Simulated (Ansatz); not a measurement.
# C: a changed input and its effect

System: C (P4mm, 3 atoms in the cell).
Method of the first run: DFT PBE, scalar-relativistic, plane waves, PAW, spin-polarised (Ansatz 0.2.0).

The structure was made by a generator, so it may or may not be a known phase. Text and figures count atoms from 1; the logs count them from 0 in places.

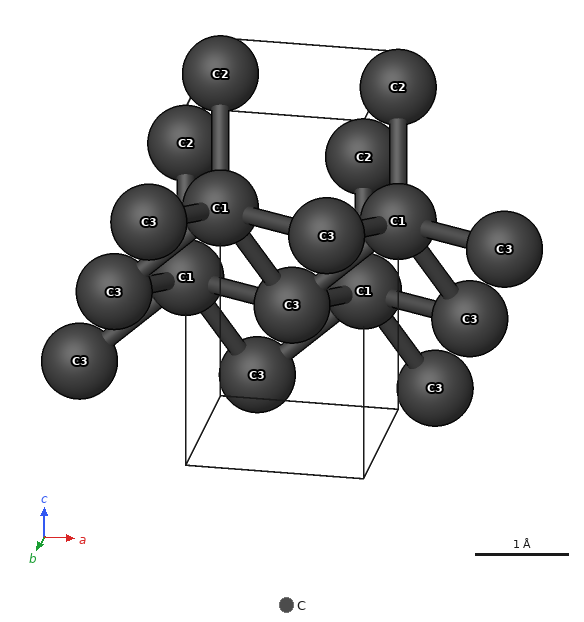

Figure 1. The structure (ball-and-stick view of the cell of the calculation, seen at an oblique angle; bonded neighbours outside the cell are drawn too; atoms are numbered from 1 in the order of the input). An atom can appear more than once, as a periodic image. Near neighbours in the periodic cell (some may lie outside the picture): C has 5 C at 1.53 to 1.57 Å; C has 1 C at 1.57 Å; C has 4 C at 1.53 Å.

## Input file, the first run
```yaml
crystal:
  lattice:
    - [1.95715034, 0.0, 0.0]
    - [0.0, 1.95715034, 0.0]
    - [0.0, 0.0, 4.19982515]
  atoms:
    - { symbol: C, position: [0.0, 0.0, 0.52492722], spin: 1.0 }
    - { symbol: C, position: [0.0, 0.0, 0.89988269], spin: 1.0 }
    - { symbol: C, position: [0.5, 0.5, 0.36921625], spin: 1.0 }
basis:
  ecutwfc: 420
kpoints:
  mp_grid: { grid: [8, 8, 4] }
hamiltonian:
  xc: pbe
scf:
  occupations: { method: gaussian, width: 0.1 }
  lower_state_search: "off"
output:
  forces: true
  stress: true
  eigenvalues: true
  populations: true
magnetization:
  spin_polarized: true
```

Launched with:
```bash
ansatz run input.yaml --threads 1 --pin off --max-ram 2560MiB --backend cpu --events-out ev --progress --plain --runs-dir out
```

Hardware: 1 thread of Intel Xeon @ 2.50GHz (Skylake/Cascade Lake), 189 GiB of memory available, shared host.

## Output, shortened to warnings, some set-up lines, iterations and results (the first run)
```
WARN: the starting moments were not kept: the SCF closed with an absolute magnetisation of 1.9e-6 μB, where they sum to 3 μB in size (3 sites). That is at most 0.1 of that sum. Measured as dr2_m measures the in/out step, that magnetisation stands 1.8e-12 eV from none, at or under the dr2_threshold of 1.0e-7 eV: it is no larger than a step whose dr2_m would equal this threshold. The system may …
Basis set: ecut = 420 eV, 323 PW (Γ), exchange–correlation on 30×30×60 points (8 copies of the dense FFT grid, shifted against one another)
Symmetry: 8 space group operations
k-points: 45 of 256 (time reversal used)
Initial density: superposition of atomic densities (chi_scale 0.1, normalization cell)
[...]
SCF iter   1: F=—  HF=-740.462213 eV  |F-HF|=—  |Δ(HF+E_count)|=         —  Δρ=1.01e-1 (↑8.23e-2 ↓1.01e-1)  dr2=2.62e0  dr2_m=8.22e-1  M=0.877 μB ∫|m|=0.877 μB  β_m=0.30  …
SCF iter   2: F=—  HF=-740.597937 eV  |F-HF|=—  |Δ(HF+E_count)|=   1.36e-1  Δρ=7.73e-2 (↑6.06e-2 ↓7.73e-2)  dr2=9.73e-1  dr2_m=5.16e-1  M=0.677 μB ∫|m|=0.677 μB  β_m=0.30  …
SCF iter   3: F=—  HF=-740.678497 eV  |F-HF|=—  |Δ(HF+E_count)|=   8.06e-2  Δρ=4.90e-2 (↑4.34e-2 ↓4.90e-2)  dr2=6.50e-2  dr2_m=2.97e-1  M=0.562 μB ∫|m|=0.562 μB  β_m=0.30  …
SCF iter   4: F=—  HF=-740.791785 eV  |F-HF|=—  |Δ(HF+E_count)|=   1.13e-1  Δρ=3.57e-2 (↑3.51e-2 ↓3.57e-2)  dr2=8.33e-3  dr2_m=1.82e-1  M=0.460 μB ∫|m|=0.460 μB  β_m=0.30  …
SCF iter   5: F=—  HF=-740.868663 eV  |F-HF|=—  |Δ(HF+E_count)|=   7.69e-2  Δρ=2.89e-2 (↑2.88e-2 ↓2.89e-2)  dr2=3.39e-3  dr2_m=1.22e-1  M=0.356 μB ∫|m|=0.356 μB  β_m=0.30  …
[... 11 lines ...]
SCF iter  17: F=-741.006435 eV  HF=-741.006435 eV  |F-HF|=4.61e-8  |Δ(HF+E_count)|=   6.41e-7  Δρ=2.12e-5 (↑2.12e-5 ↓1.44e-5)  dr2=8.93e-8  dr2_m=2.46e-8  M=-0.000 μB …
SCF iter  18: F=-741.006435 eV  HF=-741.006435 eV  |F-HF|=1.09e-8  |Δ(HF+E_count)|=   1.01e-8  Δρ=5.82e-6 (↑5.31e-6 ↓5.82e-6)  dr2=1.52e-8  dr2_m=2.15e-9  M=-0.000 μB …
SCF iter  19: F=-741.006435 eV  HF=-741.006435 eV  |F-HF|=1.11e-10  |Δ(HF+E_count)|=   2.13e-9  Δρ=1.29e-6 (↑9.89e-7 ↓1.29e-6)  dr2=8.58e-11  dr2_m=1.84e-10  M=0.000 μB …
SCF iter  20: F=-741.006435 eV  HF=-741.006435 eV  |F-HF|=3.04e-10  |Δ(HF+E_count)|=  2.95e-10  Δρ=7.17e-7 (↑7.17e-7 ↓5.09e-7)  dr2=3.53e-10  dr2_m=4.43e-12  M=0.000 μB …
SCF 1 converged in 20 iterations: F = -741.006435 eV  dr2 = 3.53e-10
SCF converged after 20 iterations
Magnetization: 0.0000 μB (6.0000 up, 6.0000 down)
Absolute magnetization: 0.0000 μB (∫|ρ↑−ρ↓|, with the PAW one-centre terms)
Spin contamination: 0.0000 ħ² per cell (⟨S²⟩ above its minimum at these occupations)
Per-site moments (μB) at R_I (Å): [(-2.969421895349345e-7, 0.6313919768192952), (4.053306366462119e-7, 0.649583307877379), (4.543836966144836e-7, 0.6313919768192952)]
Free energy (F): -741.006435 eV
Harris-Foulkes:  -741.006435 eV  (|F-HF|=3.04e-10)
Internal energy: -741.002737 eV  (E = F + TS)
E sigma→0 (E₀):  -741.004586 eV
Entropy (-TS):   -0.003698 eV (-1.233 meV/atom)
Fermi energy:    14.873339 eV
--- Per-component energies (eV) ---
  E_band       = 67.200883
  E_kinetic    = 278.116143
  E_local      = -200.909086  (includes V_loc(G=0)·N_el)
  E_nonlocal   = 84.502297
  E_hartree    = 53.226524
  E_xc         = -147.184858
  E_vxc        = -182.856806  (∫ρ·V_xc dr)
  E_paw        = -296.234807  (= ΣΔE_a)
  E_vpaw       = -18.104579  (= ΣTr[D̂ρ^β])
  E_aug_tail   = 0.000018  (compensation charges beyond the density's cutoff)
  E_ewald      = -512.518968
  E_smearing   = -0.003698  (= −TS)
  E_closure    = -0.000000  (closes the sum)
  Σ components = -741.006435   (vs F -741.006435, Δ=0.00e0)
--- Forces (eV/Å), atoms counted from 1 ---
  atom   1  C     -0.00000000     0.00000000     1.47556247
  atom   2  C     -0.00000000     0.00000000    -2.64110586
  atom   3  C      0.00000000     0.00000000     1.16555444
  max |Σ_I F_I| component: 1.10e-5 eV/Å
--- Stress (GPa, compression-positive) ---
      118.320388       0.000000       0.000000
        0.000000     118.320388       0.000000
        0.000000       0.000000      50.847168
  P = ⅓ Tr σ = 95.8293 GPa (958.293 kbar)
--- Löwdin populations: 3 sites ---
  site symbol       q [e]    m [muB]
     0      C      3.8825    -0.0000
     1      C      4.0730     0.0000
     2      C      3.9523     0.0000
  spilling = 0.007685 (of n_electrons = 12.000000)
```

The input of the second run differs as follows (lines with − go, lines with + come):
```diff
-    - { symbol: C, position: [0.0, 0.0, 0.52492722], spin: 1.0 }
-    - { symbol: C, position: [0.0, 0.0, 0.89988269], spin: 1.0 }
-    - { symbol: C, position: [0.5, 0.5, 0.36921625], spin: 1.0 }
+    - { symbol: C, position: [0.0, 0.0, 0.52492722] }
+    - { symbol: C, position: [0.0, 0.0, 0.89988269] }
+    - { symbol: C, position: [0.5, 0.5, 0.36921625] }
-  populations: true
-magnetization:
-  spin_polarized: true
```

What does this change do to the results?

The energy is the same within 0.01 meV per atom. The SCF takes 7 iterations against 20. The two runs start from different initial densities, which also moves the count.

## Output, shortened to warnings, some set-up lines, iterations and results (the second run)
```
Basis set: ecut = 420 eV, 323 PW (Γ), exchange–correlation on 30×30×60 points (8 copies of the dense FFT grid, shifted against one another)
Symmetry: 8 space group operations
k-points: 45 of 256 (time reversal used)
Initial density: superposition of atomic densities (neutral atoms: chi_scale 0, normalization atom), corrected by the library's trained network
[...]
SCF iter   1: F=—  HF=-741.064416 eV  |F-HF|=—  |Δ(HF+E_count)|=         —  Δρ=2.92e-2  dr2=2.49e-1  ethr=1.77e-3  ⟨swp⟩=5.4  Hψ=2830  notcnv=0
SCF iter   2: F=—  HF=-741.010773 eV  |F-HF|=—  |Δ(HF+E_count)|=   5.36e-2  Δρ=9.64e-3  dr2=2.39e-2  ethr=1.77e-3  ⟨swp⟩=1.8  Hψ=888  notcnv=0  defer=7
SCF iter   3: F=—  HF=-741.006418 eV  |F-HF|=—  |Δ(HF+E_count)|=   4.36e-3  Δρ=1.99e-3  dr2=3.12e-4  ethr=1.99e-4  ⟨swp⟩=2.3  Hψ=611  notcnv=0  defer=8
SCF iter   4: F=—  HF=-741.006435 eV  |F-HF|=—  |Δ(HF+E_count)|=   1.69e-5  Δρ=7.59e-4  dr2=9.77e-5  ethr=2.60e-6  ⟨swp⟩=2.4  Hψ=697  notcnv=0  defer=8
SCF iter   5: F=—  HF=-741.006434 eV  |F-HF|=—  |Δ(HF+E_count)|=   1.21e-7  Δρ=2.70e-4  dr2=8.92e-6  ethr=8.14e-7  ⟨swp⟩=2.1  Hψ=593  notcnv=0  defer=8
SCF iter   6: F=—  HF=-741.006435 eV  |F-HF|=—  |Δ(HF+E_count)|=   3.26e-7  Δρ=6.82e-5  dr2=6.44e-7  ethr=7.43e-8  ⟨swp⟩=2.2  Hψ=635  notcnv=0  defer=8
SCF iter   7: F=-741.006435 eV  HF=-741.006435 eV  |F-HF|=2.02e-8  |Δ(HF+E_count)|=   1.30e-7  Δρ=1.27e-5  dr2=3.13e-8  ethr=8.33e-10  ⟨swp⟩=6.5  Hψ=2263  notcnv=0
SCF 1 converged in 7 iterations: F = -741.006435 eV  dr2 = 3.13e-8
SCF converged after 7 iterations
Free energy (F): -741.006435 eV
Harris-Foulkes:  -741.006435 eV  (|F-HF|=2.02e-8)
Internal energy: -741.002739 eV  (E = F + TS)
E sigma→0 (E₀):  -741.004587 eV
Entropy (-TS):   -0.003696 eV (-1.232 meV/atom)
Fermi energy:    14.873316 eV
--- Per-component energies (eV) ---
  E_band       = 67.200692
  E_kinetic    = 278.116373
  E_local      = -200.910491  (includes V_loc(G=0)·N_el)
  E_nonlocal   = 84.502380
  E_hartree    = 53.227694
  E_xc         = -147.184924
  E_vxc        = -182.856890  (∫ρ·V_xc dr)
  E_paw        = -296.234821  (= ΣΔE_a)
  E_vpaw       = -18.104620  (= ΣTr[D̂ρ^β])
  E_aug_tail   = 0.000018  (compensation charges beyond the density's cutoff)
  E_ewald      = -512.518968
  E_smearing   = -0.003696  (= −TS)
  E_closure    = 0.000000  (closes the sum)
  Σ components = -741.006435   (vs F -741.006435, Δ=0.00e0)
--- Forces (eV/Å), atoms counted from 1 ---
  atom   1  C     -0.00000000     0.00000000     1.47537766
  atom   2  C      0.00000000     0.00000000    -2.64108459
  atom   3  C      0.00000000     0.00000000     1.16571110
  max |Σ_I F_I| component: 4.17e-6 eV/Å
--- Stress (GPa, compression-positive) ---
      118.319208       0.000000       0.000000
        0.000000     118.319208       0.000000
        0.000000       0.000000      50.845989
  P = ⅓ Tr σ = 95.8281 GPa (958.281 kbar)
```

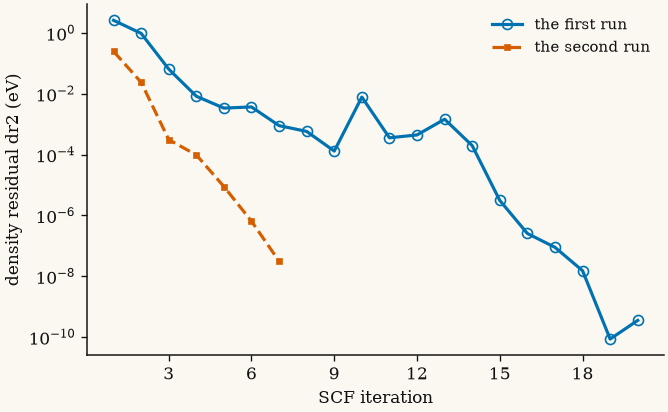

Figure 2. Convergence of the two runs: density residual dr2 against the SCF iteration. The first run takes 20 iterations in all, and the second run takes 7.

## The two runs side by side

| quantity | the first run | the second run |
| --- | --- | --- |
| outcome | converged | converged |
| free energy per atom (eV) | −247.0021 | −247.0021 |
| energy per atom, smearing taken to zero (eV) | −247.0015 | −247.0015 |
| gap on the mesh (eV) | 0.00 | 0.00 |
| net moment of the cell (μB) | 0.00 | – |
| absolute moment of the cell (μB) | 0.00 | – |
| pressure (GPa) | 95.83 | 95.83 |
| largest force (eV/Å) | 2.641 | 2.641 |
| SCF iterations | 20 | 7 |
| irreducible k-points | 45 | 45 |
| plane waves at Γ | 323 | 323 |
| wall time (shared host) | 7.6 s | 1.8 s |

For the first run: Warnings: some starting moments were not kept.
